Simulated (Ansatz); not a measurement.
**NiO: density, localisation and related maps**

```yaml
crystal:
  lattice:
    - [2.06589, 0.00074, 2.06617]
    - [-2.06640, 2.06669, 0.00129]
    - [-8.19018, -8.18231, 8.18308]
  atoms:
    - { symbol: Ni, position: [0.33333, 0.66667, 0.16668] }
    - { symbol: Ni, position: [0.66667, 0.33333, 0.83334] }
    - { symbol: Ni, position: [0.00000, 0.00000, 0.50001] }
    - { symbol: Ni, position: [0.66665, 0.33334, 0.33334] }
    - { symbol: Ni, position: [0.99999, 0.00001, 0.00001] }
    - { symbol: Ni, position: [0.33332, 0.66667, 0.66668] }
    - { symbol: O, position: [0.66662, 0.33331, 0.08334] }
    - { symbol: O, position: [0.33328, 0.66664, 0.41668] }
    - { symbol: O, position: [0.99995, 0.99997, 0.75001] }
    - { symbol: O, position: [0.66669, 0.33339, 0.58334] }
    - { symbol: O, position: [0.00002, 0.00006, 0.25001] }
    - { symbol: O, position: [0.33336, 0.66672, 0.91668] }
```

Space group R-3m; the program warned that a starting moment wasn't kept; spin-polarised.

The calculation used Ansatz, DFT PBEsol, scalar-relativistic, plane waves, PAW.

The density is the valence pseudo-density of a PAW calculation; it isn't the true density close to the nuclei.

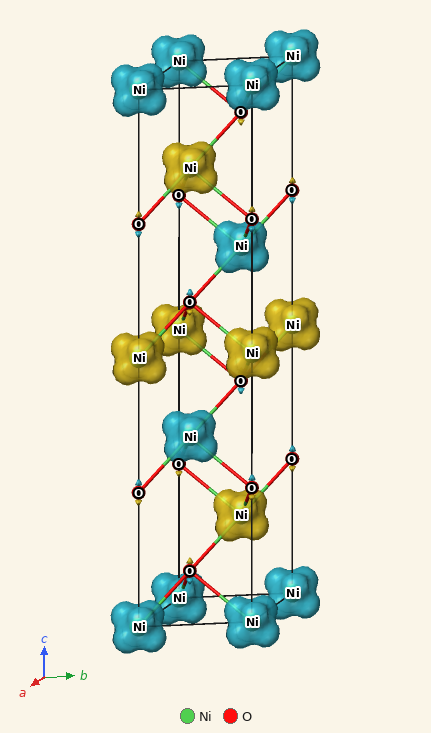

Figure 1. Isosurfaces of the spin density (up minus down) at +0.2 (yellow) and −0.2 e/Å³ (cyan), seen slightly off an axis. Sticks mark near contacts.

Question: Where is the spin, and how is it ordered?

Answer: The spin density sits on Ni: +1.3 μB (×3) and −1.3 μB (×3) in one cell of 12 atoms: antiferromagnetic in this solution, which needn't be the ground state, with some nearest magnetic neighbours parallel and some opposed. The cell of the calculation (4 atoms) carries 0.0 μB of net spin moment.

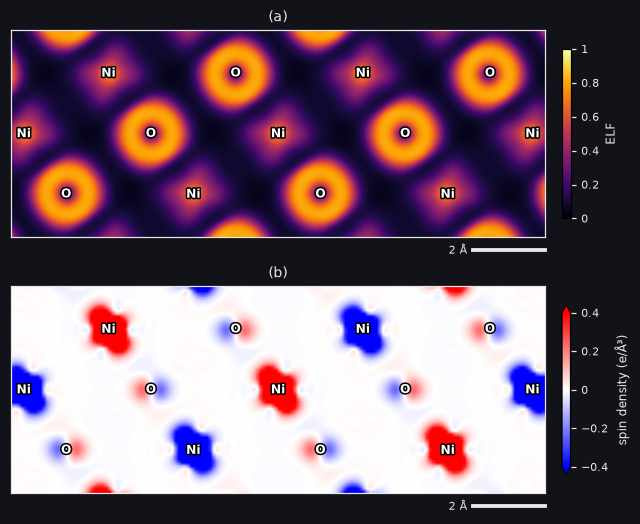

Figure 2. (a) ELF; (b) spin density (up minus down) on the (110) plane of the conventional cell.

Question: What does the map show?

Answer: The section cuts through Ni and O sites. Ni–O (2.06 Å): the ELF peaks at about 0.80 in the valence shell of O, 0.6 Å from its nucleus, and is about 0.15 at the midpoint: no shared electron pair shows on this line. The features right at Ni lie inside the PAW spheres, where the map follows smoothed inner orbitals and isn't to be read closely.

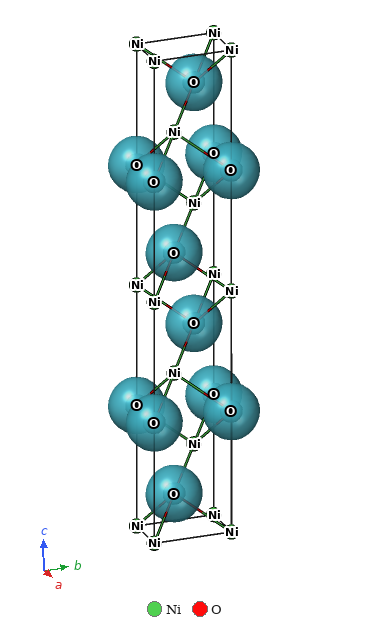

Figure 3. Isosurface of the ELF at 0.65 (cyan), seen slightly off an axis. Only the valence region is drawn (cores and ρ < 0.01 e/Å³ removed). Sticks mark near contacts.

Question: What do the ELF domains correspond to?

Answer: The ELF exceeds this value in six regions wrapped around O (the valence shell of each), counted in one cell of 12 atoms. Any copies at cell faces, edges or corners count once.

Question: Does the calculation make it a metal, or give it a gap?

Answer: It is gapped, with a Kohn–Sham gap of 0.75 eV on the k-point mesh, an upper bound to the gap of this method.
